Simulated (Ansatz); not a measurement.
**Geometry relaxation of LiF (part 3 of 3)**

LiF (slab, 32 atoms in the cell); DFT PBE+D3(BJ), scalar-relativistic, plane waves, PAW, no spin polarisation (Ansatz 0.2.0); cutoff 420 eV, 5×5×1 k-mesh, Gaussian smearing of 0.05 eV. The structure derives from an entry of the Crystallography Open Database. The input holds or restrains some coordinates. It belongs to a series of runs on one base structure; here: clean slab, lower half held.

Trajectory as extended XYZ (Å, eV, eV/Å), 3 frames, from step=1 to step=3
```
32
Lattice="5.6574 0.0000 0.0000 0.0000 5.6574 0.0000 0.0000 0.0000 23.0006" Properties=species:S:1:pos:R:3:forces:R:3 step=1 energy=-16261.83175
Li    1.4144    1.4144    8.5000    0.0000   0.0000   0.3292
Li    1.4144    4.2431    8.5000    0.0000   0.0000   0.3292
Li    4.2431    1.4144    8.5000    0.0000   0.0000   0.3292
Li    4.2431    4.2431    8.5000    0.0000   0.0000   0.3292
F     2.8287    2.8287    8.5000    0.0000   0.0000  -0.3881
F     2.8287    0.0000    8.5000    0.0000   0.0000  -0.3881
F     0.0000    2.8287    8.5000    0.0000   0.0000  -0.3881
F     0.0000    0.0000    8.5000    0.0000   0.0000  -0.3881
Li    2.8287    2.8287   10.5002    0.0000   0.0000   0.0262
Li    2.8287    0.0000   10.5002    0.0000   0.0000   0.0262
Li    0.0000    2.8287   10.5002    0.0000   0.0000   0.0262
Li    0.0000    0.0000   10.5002    0.0000   0.0000   0.0262
F     4.2431    4.2431   10.5002    0.0000   0.0000  -0.0041
F     4.2431    1.4144   10.5002    0.0000   0.0000  -0.0041
F     1.4144    4.2431   10.5002    0.0000   0.0000  -0.0041
F     1.4144    1.4144   10.5002    0.0000   0.0000  -0.0041
Li    4.2431    4.2431   12.5004    0.0000   0.0000  -0.0262
Li    4.2431    1.4144   12.5004    0.0000   0.0000  -0.0262
Li    1.4144    4.2431   12.5004    0.0000   0.0000  -0.0262
Li    1.4144    1.4144   12.5004    0.0000   0.0000  -0.0262
F     0.0000    0.0000   12.5004    0.0000   0.0000   0.0041
F     0.0000    2.8287   12.5004    0.0000   0.0000   0.0041
F     2.8287    0.0000   12.5004    0.0000   0.0000   0.0041
F     2.8287    2.8287   12.5004    0.0000   0.0000   0.0041
Li    0.0000    0.0000   14.5006    0.0000   0.0000  -0.3292
Li    0.0000    2.8287   14.5006    0.0000   0.0000  -0.3292
Li    2.8287    0.0000   14.5006    0.0000   0.0000  -0.3292
Li    2.8287    2.8287   14.5006    0.0000   0.0000  -0.3292
F     1.4144    1.4144   14.5006    0.0000   0.0000   0.3881
F     1.4144    4.2431   14.5006    0.0000   0.0000   0.3881
F     4.2431    1.4144   14.5006    0.0000   0.0000   0.3881
F     4.2431    4.2431   14.5006    0.0000   0.0000   0.3881
32
Lattice="5.6574 0.0000 0.0000 0.0000 5.6574 0.0000 0.0000 0.0000 23.0006" Properties=species:S:1:pos:R:3:forces:R:3 step=2 energy=-16261.88054
Li    1.4144    1.4144    8.5000    0.0000   0.0000   0.3294
Li    1.4144    4.2431    8.5000    0.0000   0.0000   0.3294
Li    4.2431    1.4144    8.5000    0.0000   0.0000   0.3294
Li    4.2431    4.2431    8.5000    0.0000   0.0000   0.3294
F     2.8287    2.8287    8.5000    0.0000   0.0000  -0.3882
F     2.8287    0.0000    8.5000    0.0000   0.0000  -0.3882
F     0.0000    2.8287    8.5000    0.0000   0.0000  -0.3882
F     0.0000    0.0000    8.5000    0.0000   0.0000  -0.3882
Li    2.8287    2.8287   10.5002    0.0000   0.0000   0.0096
Li    2.8287    0.0000   10.5002    0.0000   0.0000   0.0096
Li    0.0000    2.8287   10.5002    0.0000   0.0000   0.0096
Li    0.0000    0.0000   10.5002    0.0000   0.0000   0.0096
F     4.2431    4.2431   10.5002    0.0000   0.0000   0.0106
F     4.2431    1.4144   10.5002    0.0000   0.0000   0.0106
F     1.4144    4.2431   10.5002    0.0000   0.0000   0.0106
F     1.4144    1.4144   10.5002    0.0000   0.0000   0.0106
Li    4.2431    4.2431   12.5107    0.0000   0.0000  -0.0509
Li    4.2431    1.4144   12.5107    0.0000   0.0000  -0.0509
Li    1.4144    4.2431   12.5107    0.0000   0.0000  -0.0509
Li    1.4144    1.4144   12.5107    0.0000   0.0000  -0.0509
F     0.0000    0.0000   12.4944    0.0000   0.0000   0.0771
F     0.0000    2.8287   12.4944    0.0000   0.0000   0.0771
F     2.8287    0.0000   12.4944    0.0000   0.0000   0.0771
F     2.8287    2.8287   12.4944    0.0000   0.0000   0.0771
Li    0.0000    0.0000   14.4787    0.0000   0.0000  -0.0950
Li    0.0000    2.8287   14.4787    0.0000   0.0000  -0.0950
Li    2.8287    0.0000   14.4787    0.0000   0.0000  -0.0950
Li    2.8287    2.8287   14.4787    0.0000   0.0000  -0.0950
F     1.4144    1.4144   14.5337    0.0000   0.0000   0.1073
F     1.4144    4.2431   14.5337    0.0000   0.0000   0.1073
F     4.2431    1.4144   14.5337    0.0000   0.0000   0.1073
F     4.2431    4.2431   14.5337    0.0000   0.0000   0.1073
32
Lattice="5.6574 0.0000 0.0000 0.0000 5.6574 0.0000 0.0000 0.0000 23.0006" Properties=species:S:1:pos:R:3:forces:R:3 step=3 energy=-16261.88577
Li    1.4144    1.4144    8.5000    0.0000   0.0000   0.3294
Li    1.4144    4.2431    8.5000    0.0000   0.0000   0.3294
Li    4.2431    1.4144    8.5000    0.0000   0.0000   0.3294
Li    4.2431    4.2431    8.5000    0.0000   0.0000   0.3294
F     2.8287    2.8287    8.5000    0.0000   0.0000  -0.3880
F     2.8287    0.0000    8.5000    0.0000   0.0000  -0.3880
F     0.0000    2.8287    8.5000    0.0000   0.0000  -0.3880
F     0.0000    0.0000    8.5000    0.0000   0.0000  -0.3880
Li    2.8287    2.8287   10.5002    0.0000   0.0000   0.0194
Li    2.8287    0.0000   10.5002    0.0000   0.0000   0.0194
Li    0.0000    2.8287   10.5002    0.0000   0.0000   0.0194
Li    0.0000    0.0000   10.5002    0.0000   0.0000   0.0194
F     4.2431    4.2431   10.5002    0.0000   0.0000   0.0180
F     4.2431    1.4144   10.5002    0.0000   0.0000   0.0180
F     1.4144    4.2431   10.5002    0.0000   0.0000   0.0180
F     1.4144    1.4144   10.5002    0.0000   0.0000   0.0180
Li    4.2431    4.2431   12.5131    0.0000   0.0000  -0.0135
Li    4.2431    1.4144   12.5131    0.0000   0.0000  -0.0135
Li    1.4144    4.2431   12.5131    0.0000   0.0000  -0.0135
Li    1.4144    1.4144   12.5131    0.0000   0.0000  -0.0135
F     0.0000    0.0000   12.5008    0.0000   0.0000   0.0297
F     0.0000    2.8287   12.5008    0.0000   0.0000   0.0297
F     2.8287    0.0000   12.5008    0.0000   0.0000   0.0297
F     2.8287    2.8287   12.5008    0.0000   0.0000   0.0297
Li    0.0000    0.0000   14.4752    0.0000   0.0000  -0.0024
Li    0.0000    2.8287   14.4752    0.0000   0.0000  -0.0024
Li    2.8287    0.0000   14.4752    0.0000   0.0000  -0.0024
Li    2.8287    2.8287   14.4752    0.0000   0.0000  -0.0024
F     1.4144    1.4144   14.5490    0.0000   0.0000   0.0074
F     1.4144    4.2431   14.5490    0.0000   0.0000   0.0074
F     4.2431    1.4144   14.5490    0.0000   0.0000   0.0074
F     4.2431    4.2431   14.5490    0.0000   0.0000   0.0074
```

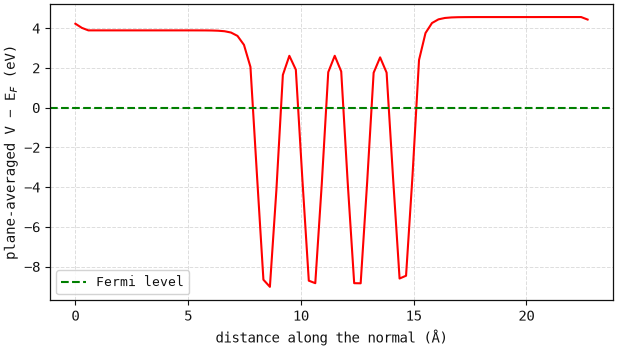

Fig. 1: Plane average of the electrostatic potential energy of an electron across the cell, from the Fermi level. The vacuum level lies 4.56 eV above the Fermi level on the upper side and 3.89 eV on the lower.

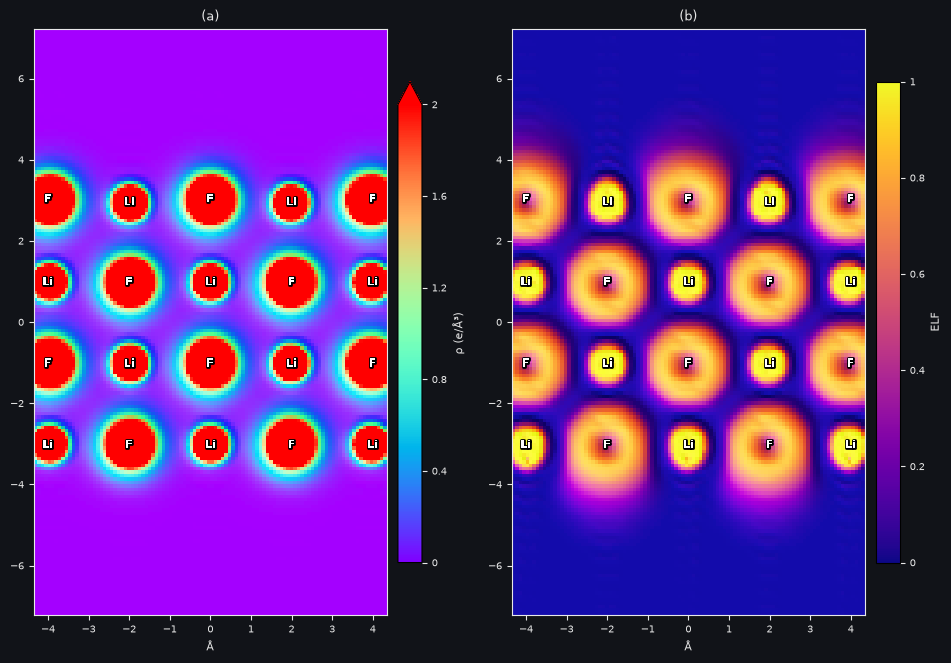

Fig. 2: (a) valence electron density; (b) ELF on the (110) plane of the calculation cell, a cut from vacuum to vacuum. The plane passes through Li and F nuclei. Li–F (1.97 Å): the density is about 0.29 e/Å³ at the midpoint; the ELF is about 0.40 at the midpoint. Li–F (2.01 Å): the density is about 0.26 e/Å³ at the midpoint; the ELF is about 0.40 at the midpoint. The density dies away to nearly zero in the vacuum. The strong features right at Li lie inside the PAW spheres (semicore, d or f shells) and say nothing about bonding. In a PAW calculation such maps are meaningful between the atoms, not at the nuclei.

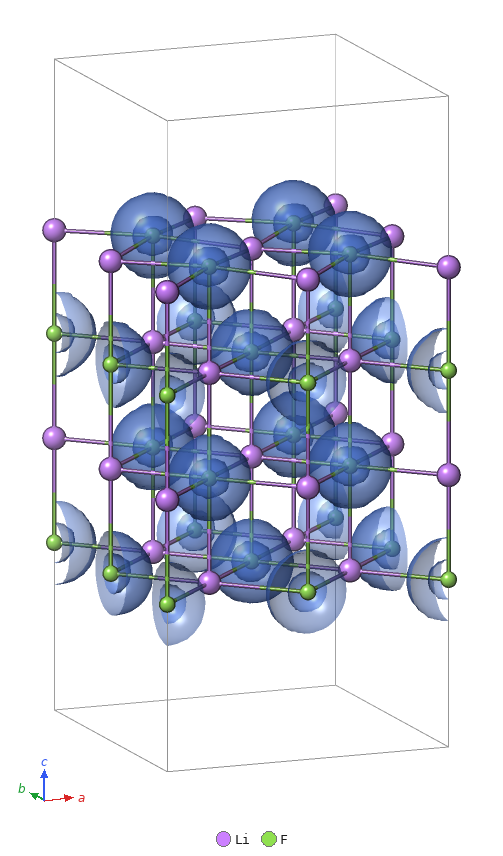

Fig. 3: Isosurface of the electron localisation function at 0.75 (blue), seen slightly off an axis. Core shells and regions of very low density are left out. Sticks mark near contacts. Counts are for one cell; the picture repeats the cell along the surface.  Values along the shortest contacts: Li–F (1.97 Å): the ELF is about 0.40 at the midpoint. Li–F (2.04 Å): the ELF is about 0.40 at the midpoint.
